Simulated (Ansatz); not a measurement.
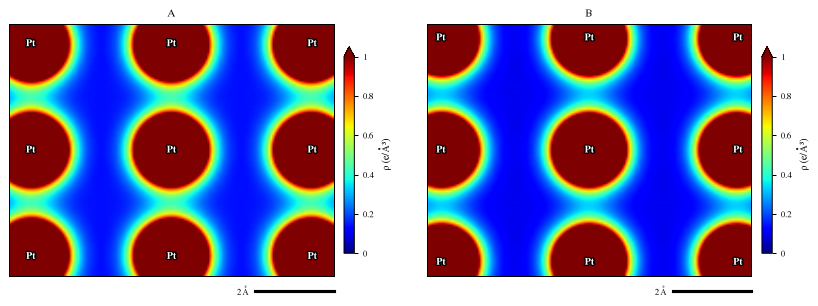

Pt. The valence pseudo-density of two cells that differ in size, on the (11̄0) plane of each (indices in the axes of the calculation cell), at one length scale and on one colour scale: B has 19.3 Å³ an atom and A 16.4.

Theory: DFT, BLYP, plane waves (420 eV) with PAW, scalar-relativistic (Ansatz).

The density is the valence pseudo-density of a PAW calculation; it isn't the true density close to the nuclei.

> What does the compression do to the bonding and the properties?

From the larger cell to the smaller, Pt–Pt goes from 2.85 to 2.70 Å, and the density at its midpoint from 0.33 to 0.43 e/Å³; the pressure goes from −11 to 18 GPa.
